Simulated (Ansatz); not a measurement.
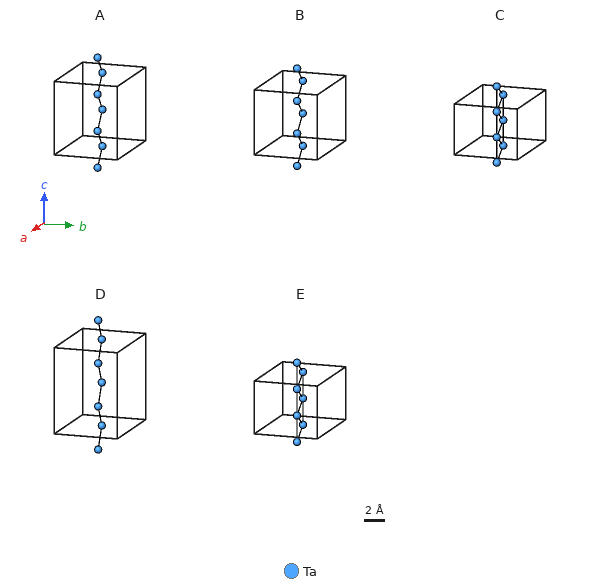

5 geometries from one relaxation of a wire of composition Ta, in shuffled order. The picture is a ball-and-stick view of the 2 repeat of the cell, with the vacuum cut short, seen slightly off an axis.

Case: zigzag chain of atoms.

These are results of Ansatz 0.2.0, DFT PBE, scalar-relativistic, plane waves, PAW, not measurements. Set-up: plane-wave cutoff 420 eV; k-point mesh 1 × 1 × 14; occupations gaussian; smearing width 0.05 eV; collinear spin; cell relaxed at fixed a, b, alpha, beta, gamma; force threshold 0.01 eV/Å; at most 45 steps.

**Put them in the order of the run, from the start to the converged end.**

D, A, B, E, C. They are steps 0, 4, 6, 9, 17, at +3.624 eV per cell of the calculation, +2.838 eV per cell of the calculation, +1.617 eV per cell of the calculation, +0.199 eV per cell of the calculation relative to the last. After 15 accepted moves (17 points after the start) the energy has fallen by 3.624 eV per cell of the calculation. Largest force component: 1.4 eV/Å at the start, 0.0014 eV/Å at the end. The line search rejected the trial step at point 12 of the run. The SCF was repeated once at an unchanged geometry on a basis and grid sized afresh for the cell, which shifted the energy by 1.0 meV per cell of the calculation at most. The largest moves relative to the layer's centre, 0.47 Å, are those of Ta atoms. Along the periodic axis the drawn cell goes c 9.312 → 5.493 Å (−41.0 %). Some distances before and after: Ta–Ta 4.656 → 2.747 Å, Ta–Ta 2.603 → 2.506 Å. New bonds form: Ta–Ta (4.66 → 2.75 Å). Among the angles between lasting bonds that change: Ta–Ta–Ta 126.9° → 66.5°. The program noted that the starting moments weren't kept.

Limits of the set-up: the k-point mesh is coarse for a cell with partly filled bands.
